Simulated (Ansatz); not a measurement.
Consider Li2S.

Space group Fm-3m; the calculation finds a residual pressure of about −3 GPa at this fixed cell.

```xyz
12
Lattice="5.6890 0.0000 0.0000 0.0000 5.6890 0.0000 0.0000 0.0000 5.6890" Properties=species:S:1:pos:R:3 pbc="T T T"
Li    1.4223    1.4223    1.4223
Li    4.2668    4.2668    1.4223
Li    4.2668    1.4223    4.2668
Li    1.4223    4.2668    4.2668
Li    4.2668    1.4223    1.4223
Li    1.4223    4.2668    1.4223
Li    1.4223    1.4223    4.2668
Li    4.2668    4.2668    4.2668
S     0.0000    0.0000    0.0000
S     2.8445    2.8445    0.0000
S     2.8445    0.0000    2.8445
S     0.0000    2.8445    2.8445
```

Method: DFT LDA, scalar-relativistic, plane waves, PAW (Ansatz).

### What will a map of ρ − Σ ρ(atoms) show?

Li–S (2.46 Å): Δρ is +0.04 e/Å³ at the midpoint. Li–Li (2.84 Å): Δρ is −0.010 e/Å³ at the midpoint. Over the whole cell, outside the masked cores, the largest gain, 0.05 e/Å³, lies 1.1 Å from a sulfur nucleus and 1.4 Å from a lithium one, and the largest loss, 0.03 e/Å³, lies 2.5 Å from a lithium nucleus and 2.8 Å from a sulfur one. In all about 0.14 e an atom is rearranged against the free atoms. Bader charges: Li +0.85 and S −1.70 e.

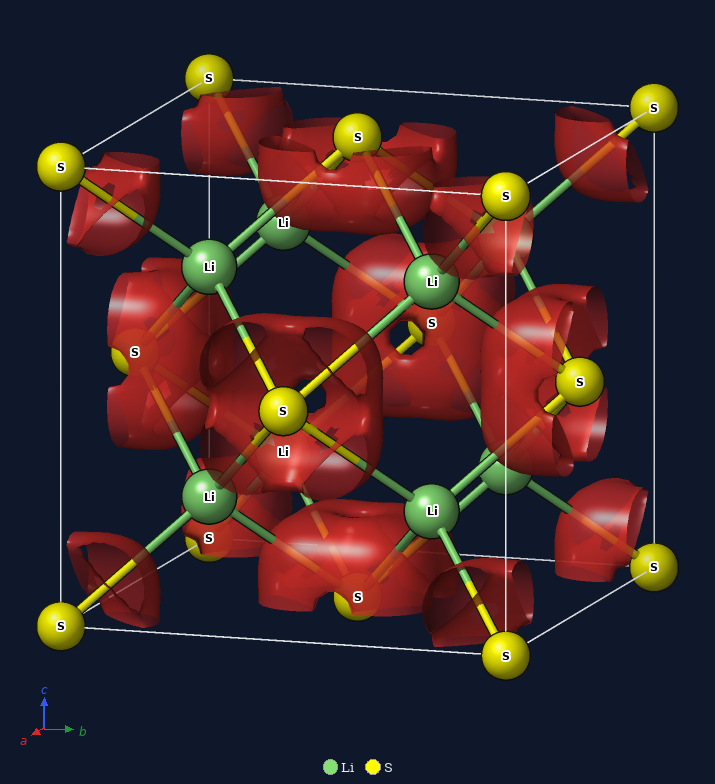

Computed deformation density: red surfaces at +0.03, none at −0.03 e/Å³, in the conventional cell seen slightly off an axis (the regions close to the nuclei are left out).

Cores are masked to 0.8 Å (Li) and 0.7 Å (S).

Core electrons are frozen (PAW), so the fields are smoothed inside the atomic spheres.
